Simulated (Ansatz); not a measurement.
# Two runs on ZrN

System: ZrN (Fm-3m, 2 atoms in the cell).
Method of run 1: Kohn-Sham DFT of a periodic cell, revPBE, Ansatz PAW, no spin polarisation (Ansatz 0.2.0).

The structure derives from an entry of the Crystallography Open Database. Text and figures count atoms from 1; the logs count them from 0 in places.

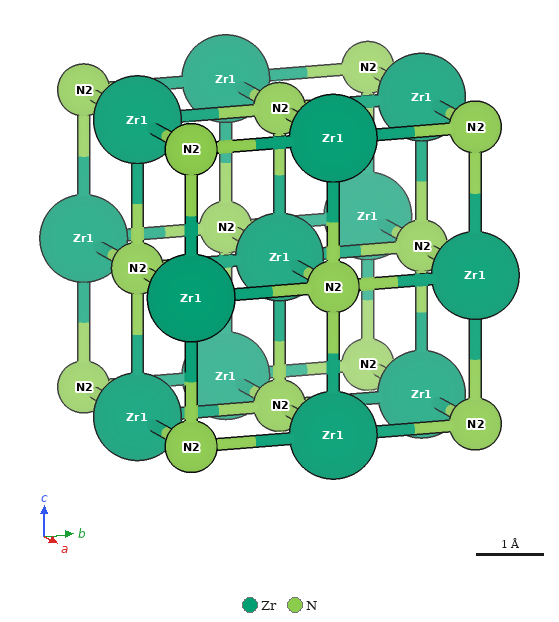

Fig. 1: The input geometry (ball-and-stick view of the cell 4 times as large as that of the calculation, set on its symmetry axes, seen slightly off an axis; atoms are numbered from 1 in the order of the input). Near neighbours in the crystal (not all of them lie inside the picture): Zr has 6 N at 2.30 Å; N has 6 Zr at 2.30 Å.

## Input file, run 1
```yaml
crystal:
  lattice:
    - [0.0, 2.3, 2.3]
    - [2.3, 0.0, 2.3]
    - [2.3, 2.3, 0.0]
  atoms:
    - { symbol: Zr, position: [0.5, 0.5, 0.5] }
    - { symbol: "N", position: [0.0, 0.0, 0.0] }
hamiltonian:
  xc: revpbe
  pseudopotentials: { kind: paw }
kpoints:
  mp_grid: { grid: [10, 10, 10] }
scf:
  occupations: { method: fermi_dirac, width: 0.05 }
output:
  forces: true
  stress: true
relax:
  f_tol: 0.01
  max_steps: 40
  cell: { stress_tol: 0.05 }
```

Launched with:
```bash
ansatz run input.yaml --threads 2 --pin off --max-ram 5120MiB --backend cpu --events-out ev --progress --plain --runs-dir out
```

Hardware: 2 threads of Arm Neoverse V2, 24 GiB of memory available, shared host.

## Output, shortened to warnings, some set-up lines, iterations and results (run 1)
```
Basis set: ecut = 420 eV, 531 PW (Γ), exchange–correlation on 48×48×48 points (8 copies of the dense FFT grid, shifted against one another)
Symmetry: 48 space group operations
k-points: 47 of 1000
Initial density: superposition of atomic densities (neutral atoms: chi_scale 0, normalization atom), corrected by the library's trained network
[...]
SCF iter   1: F=—  HF=-4577.165314 eV  |F-HF|=—  |Δ(HF+E_count)|=         —  Δρ=2.16e-3  dr2=3.01e-4  ethr=1.77e-3  ⟨swp⟩=5.0  Hψ=3000  notcnv=0
SCF iter   2: F=—  HF=-4577.165157 eV  |F-HF|=—  |Δ(HF+E_count)|=   1.58e-4  Δρ=1.10e-3  dr2=7.91e-5  ethr=1.77e-6  ⟨swp⟩=2.0  Hψ=1349  notcnv=0
SCF iter   3: F=—  HF=-4577.165207 eV  |F-HF|=—  |Δ(HF+E_count)|=   5.05e-5  Δρ=2.14e-4  dr2=7.13e-6  ethr=4.65e-7  ⟨swp⟩=1.8  Hψ=820  notcnv=0
SCF iter   4: F=-4577.165207 eV  HF=-4577.165207 eV  |F-HF|=3.52e-8  |Δ(HF+E_count)|=   6.74e-7  Δρ=2.02e-5  dr2=5.48e-8  ethr=4.19e-8  ⟨swp⟩=2.1  Hψ=984  notcnv=0
SCF iter   5: F=-4577.165207 eV  HF=-4577.165207 eV  |F-HF|=2.28e-10  |Δ(HF+E_count)|=   5.10e-8  Δρ=6.12e-6  dr2=5.23e-9  ethr=3.22e-10  ⟨swp⟩=2.6  Hψ=1010  notcnv=0
[... 24 lines ...]
SCF iter   6: F=-4577.166381 eV  HF=-4577.166381 eV  |F-HF|=2.73e-12  |Δ(HF+E_count)|=  9.09e-13  Δρ=5.09e-9  dr2=2.49e-15  ethr=1.00e-12  ⟨swp⟩=1.0  Hψ=611  notcnv=0
SCF iter   7: F=-4577.166381 eV  HF=-4577.166381 eV  |F-HF|=0.00e0  |Δ(HF+E_count)|=  2.73e-12  Δρ=7.56e-10  dr2=8.64e-17  ethr=1.00e-12  ⟨swp⟩=1.0  Hψ=611  notcnv=0
SCF iter   8: F=-4577.166381 eV  HF=-4577.166381 eV  |F-HF|=9.09e-13  |Δ(HF+E_count)|=  2.73e-12  Δρ=1.25e-10  dr2=2.21e-18  ethr=1.00e-12  ⟨swp⟩=2.0  Hψ=1629  notcnv=0
SCF 4 converged in 8 iterations: F = -4577.166381 eV  dr2 = 2.21e-18
relax step   4: F+E_penalty+E_count = -4577.16638059 eV  Δ(F+E_penalty+E_count) = -4.438e-4 eV  max|allowed force component| = 5.916e-29 eV/Å  Δτ_max = 0.0000 Å  P = +0.010 …
basis re-selected at this cell: Δ(F+E_penalty+E_count) = -4.438e-4 eV, ΔP = +0.025 GPa vs the last step (what re-selecting the basis moved, of the pressure what is left beyond the Pulay correction that the steps carried, after the strain that the cell walked since its last selection, with what the …
SCF converged after 8 iterations
Free energy (F): -4577.166381 eV
Harris-Foulkes:  -4577.166381 eV  (|F-HF|=9.09e-13)
Internal energy: -4577.159917 eV  (E = F + TS)
E sigma→0 (E₀):  -4577.163149 eV
Entropy (-TS):   -0.006464 eV (-3.232 meV/atom)
Fermi energy:    17.468803 eV
--- Per-component energies (eV) ---
  E_band       = -30.501323
  E_kinetic    = 466.432572
  E_local      = -631.952246  (includes V_loc(G=0)·N_el)
  E_nonlocal   = 121.989249
  E_hartree    = 190.333615
  E_xc         = -224.250790
  E_vxc        = -270.375748  (∫ρ·V_xc dr)
  E_paw        = -3085.869456  (= ΣΔE_a)
  E_vpaw       = -97.262494  (= ΣTr[D̂ρ^β])
  E_aug_tail   = 0.000114  (compensation charges beyond the density's cutoff)
  E_ewald      = -1413.773242
  E_core_change = -0.069731  (= ΣΔE_core)
  E_smearing   = -0.006464  (= −TS)
  E_closure    = 0.000000  (closes the sum)
  Σ components = -4577.166381   (vs F -4577.166381, Δ=0.00e0)
--- Forces (eV/Å), atoms counted from 1 ---
  atom   1  Zr     0.00000000    -0.00000000    -0.00000000
  atom   2  N     -0.00000000     0.00000000     0.00000000
  max |Σ_I F_I| component: 1.09e-28 eV/Å
--- Stress (GPa, compression-positive) ---
        0.010282      -0.000000      -0.000000
       -0.000000       0.010282      -0.000000
       -0.000000      -0.000000       0.010282
  P = ⅓ Tr σ = 0.0103 GPa (0.103 kbar)
--- Relaxed structure (3 steps of the walk, 3 accepted, 1 SCFs on fresh bases) ---
  F+E_penalty+E_count = -4577.16638059 eV   max|allowed force component| = 5.916e-29 eV/Å   (the final SCF, on the basis selected at the relaxed cell)
  cell:  # Å, volume = 24.5239 Å³
    - [-1.6295331905812595e-33, 2.305966989702329, 2.305966989702329]
    - [2.305966989702329, -3.057223219737353e-34, 2.305966989702329]
    - [2.305966989702329, 2.305966989702329, -6.104587840021415e-34]
  atoms:
    - { symbol: Zr, position: [0.49999999999999994, 0.49999999999999994, 0.49999999999999994] }
    - { symbol: N, position: [8.72250880615987e-37, -3.05287808214134e-36, -4.7973798433624065e-36] }
```

For run 2 the input was changed thus:
```diff
-  xc: revpbe
+  xc: { exchange: b88, correlation: pbe }
+  write_density: true
+  write_potential: true
+  elf: true
+  volumetric_format: npy
```

What does this change do to the results?

The total energies belong to different methods, so their difference says nothing on which is more stable or more accurate. The volume per atom goes from 12.26 to 12.11 Å³. The functional changes from revPBE to one typed by its parts (see the changed lines). The number of SCF iterations is the same.

## Output, shortened to warnings, some set-up lines, iterations and results (run 2)
```
Basis set: ecut = 420 eV, 531 PW (Γ), exchange–correlation on 48×48×48 points (8 copies of the dense FFT grid, shifted against one another)
Symmetry: 48 space group operations
k-points: 47 of 1000
Initial density: superposition of atomic densities (neutral atoms: chi_scale 0, normalization atom), corrected by the library's trained network
[...]
SCF iter   1: F=—  HF=-4586.560136 eV  |F-HF|=—  |Δ(HF+E_count)|=         —  Δρ=2.04e-3  dr2=8.58e-4  ethr=1.77e-3  ⟨swp⟩=5.0  Hψ=3007  notcnv=0
SCF iter   2: F=—  HF=-4586.559771 eV  |F-HF|=—  |Δ(HF+E_count)|=   3.64e-4  Δρ=1.16e-3  dr2=2.88e-4  ethr=5.05e-6  ⟨swp⟩=2.3  Hψ=1216  notcnv=0
SCF iter   3: F=—  HF=-4586.559722 eV  |F-HF|=—  |Δ(HF+E_count)|=   4.94e-5  Δρ=2.73e-4  dr2=1.16e-5  ethr=1.69e-6  ⟨swp⟩=2.1  Hψ=955  notcnv=0
SCF iter   4: F=—  HF=-4586.559723 eV  |F-HF|=—  |Δ(HF+E_count)|=   1.00e-6  Δρ=6.30e-5  dr2=5.15e-7  ethr=6.84e-8  ⟨swp⟩=2.3  Hψ=1019  notcnv=0
SCF iter   5: F=-4586.559723 eV  HF=-4586.559723 eV  |F-HF|=1.20e-8  |Δ(HF+E_count)|=   8.55e-8  Δρ=1.06e-5  dr2=1.78e-8  ethr=3.03e-9  ⟨swp⟩=2.0  Hψ=1006  notcnv=0
[... 24 lines ...]
SCF iter   6: F=-4586.560046 eV  HF=-4586.560046 eV  |F-HF|=0.00e0  |Δ(HF+E_count)|=    0.00e0  Δρ=5.54e-9  dr2=5.23e-15  ethr=1.00e-12  ⟨swp⟩=1.0  Hψ=611  notcnv=0
SCF iter   7: F=-4586.560046 eV  HF=-4586.560046 eV  |F-HF|=2.73e-12  |Δ(HF+E_count)|=  1.82e-12  Δρ=8.44e-10  dr2=8.48e-17  ethr=1.00e-12  ⟨swp⟩=1.0  Hψ=611  notcnv=0
SCF iter   8: F=-4586.560046 eV  HF=-4586.560046 eV  |F-HF|=1.82e-12  |Δ(HF+E_count)|=  1.82e-12  Δρ=1.22e-10  dr2=1.24e-18  ethr=1.00e-12  ⟨swp⟩=1.9  Hψ=1495  notcnv=0
SCF 4 converged in 8 iterations: F = -4586.560046 eV  dr2 = 1.24e-18
relax step   4: F+E_penalty+E_count = -4586.56004623 eV  Δ(F+E_penalty+E_count) = +3.518e-4 eV  max|allowed force component| = 1.298e-29 eV/Å  Δτ_max = 0.0000 Å  P = -0.023 …
basis re-selected at this cell: Δ(F+E_penalty+E_count) = +3.518e-4 eV, ΔP = -0.017 GPa vs the last step (what re-selecting the basis moved, of the pressure what is left beyond the Pulay correction that the steps carried, after the strain that the cell walked since its last selection, with what the …
SCF converged after 8 iterations
Free energy (F): -4586.560046 eV
Harris-Foulkes:  -4586.560046 eV  (|F-HF|=1.82e-12)
Internal energy: -4586.553746 eV  (E = F + TS)
E sigma→0 (E₀):  -4586.556896 eV
Entropy (-TS):   -0.006300 eV (-3.150 meV/atom)
Fermi energy:    17.580178 eV
--- Per-component energies (eV) ---
  E_band       = -28.441851
  E_kinetic    = 467.561686
  E_local      = -626.954120  (includes V_loc(G=0)·N_el)
  E_nonlocal   = 123.725718
  E_hartree    = 188.788591
  E_xc         = -224.989143
  E_vxc        = -271.463287  (∫ρ·V_xc dr)
  E_paw        = -3095.030510  (= ΣΔE_a)
  E_vpaw       = -98.889148  (= ΣTr[D̂ρ^β])
  E_aug_tail   = 0.000118  (compensation charges beyond the density's cutoff)
  E_ewald      = -1419.635523
  E_core_change = -0.020564  (= ΣΔE_core)
  E_smearing   = -0.006300  (= −TS)
  E_closure    = 0.000000  (closes the sum)
  Σ components = -4586.560046   (vs F -4586.560046, Δ=0.00e0)
--- Forces (eV/Å), atoms counted from 1 ---
  atom   1  Zr     0.00000000    -0.00000000     0.00000000
  atom   2  N     -0.00000000    -0.00000000     0.00000000
  max |Σ_I F_I| component: 2.45e-29 eV/Å
--- Stress (GPa, compression-positive) ---
       -0.023265      -0.000000      -0.000000
        0.000000      -0.023265       0.000000
        0.000000       0.000000      -0.023265
  P = ⅓ Tr σ = -0.0233 GPa (-0.233 kbar)
--- Relaxed structure (3 steps of the walk, 3 accepted, 1 SCFs on fresh bases) ---
  F+E_penalty+E_count = -4586.56004623 eV   max|allowed force component| = 1.298e-29 eV/Å   (the final SCF, on the basis selected at the relaxed cell)
  cell:  # Å, volume = 24.2213 Å³
    - [1.4012273090462871e-34, 2.2964446682152486, 2.2964446682152486]
    - [2.2964446682152486, 1.459508114647156e-35, 2.2964446682152486]
    - [2.2964446682152486, 2.2964446682152486, 3.5853269336692393e-34]
  atoms:
    - { symbol: Zr, position: [0.5, 0.5, 0.5] }
    - { symbol: N, position: [-3.16190944220348e-36, 1.3083763209073332e-36, 3.052878082125226e-36] }
```

## The two runs side by side

```tsv
quantity	run 1	run 2
outcome	converged	converged
free energy per atom (eV)	−2288.5832	−2293.2800
energy per atom, smearing taken to zero (eV)	−2288.5816	−2293.2784
pressure (GPa)	0.01	−0.02
volume per atom (Å³)	12.26	12.11
largest force (eV/Å)	0.000	0.000
SCF iterations	26	26
irreducible k-points	47	47
gap on the mesh (eV)	–	0.00
wall time (shared host)	2 s	2.2 s
```

For both runs: Points of doubt noted for this run: forces on files of another functional. The cell holds an odd number of electrons but the run has no spin polarisation, so it comes out as a metal.
